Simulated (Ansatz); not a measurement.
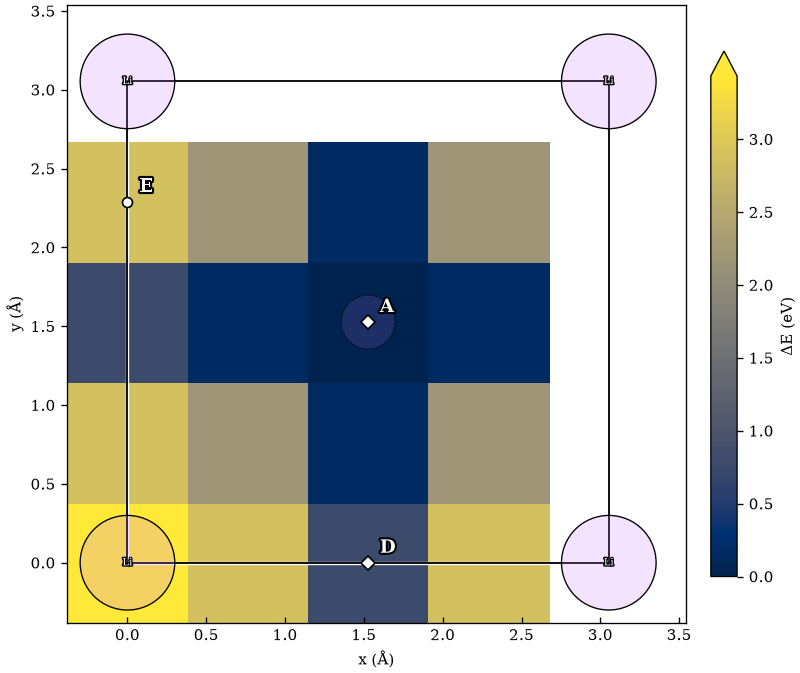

F on a Li(100) slab cut from the Fm-3m phase (4 atoms of substrate and one adsorbate in a 1 × 1 cell). One F atom a 1 × 1 cell is placed over a mesh of places on the rigid (1 0 0) surface, and only its height is relaxed. Places are given modulo a cell vector. The map is drawn in real space over the plane of the surface. The grid has 4 × 4 points. All energies are given in eV relative to the lowest grid point. At some places the adsorbate sinks to or below the level of the top layer. With one adsorbate in each 1 × 1 cell, its nearest image is 3.1 Å away, so neighbouring adsorbates interact. Computed with DFT PBEsol, scalar-relativistic, plane waves, PAW (Ansatz 0.2.0).

In the figure: one coloured cell a grid point, labelled circles for the atoms of the top layer and small ones for the second layer, the outline of one cell of the plane, one colour for all values above the top of the scale, lettered points.

Question: Rank the lettered points by energy, lowest first.

Answer: A (0.00 eV), D (0.77 eV), E (2.88 eV).
